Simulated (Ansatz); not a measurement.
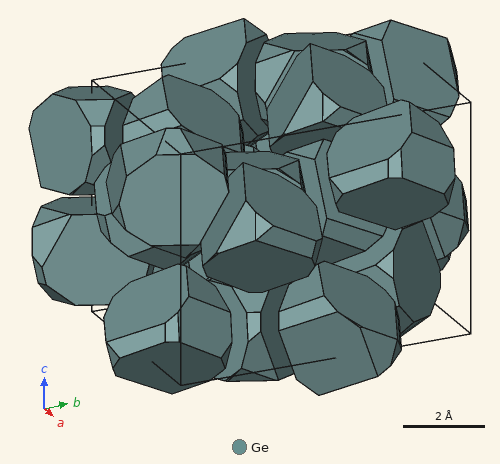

Computed Voronoi cells of the atoms in the unit cell of Ge (space group R-3 (No. 148), a = 9.848 Å, b = 9.848 Å, c = 5.858 Å, α = 90.00°, β = 90.00°, γ = 120.00°), coloured by the element inside, shrunk a little to part them. Origin: the end point of a relaxation with DFT PBEsol, scalar-relativistic, plane waves, PAW in Ansatz.

```tsv
site	Wyckoff	x	y	z
Ge1	6c	0.0000	0.0000	0.7159
Ge2	18f	0.9336	0.5628	0.0972
```

Question: What share of the volume falls to each element, and how large are the cells?

Answer: Ge: 20.5 Å³ per atom, 100 % of the volume. The partition uses no radii, so it reflects positions alone and not ionic sizes.
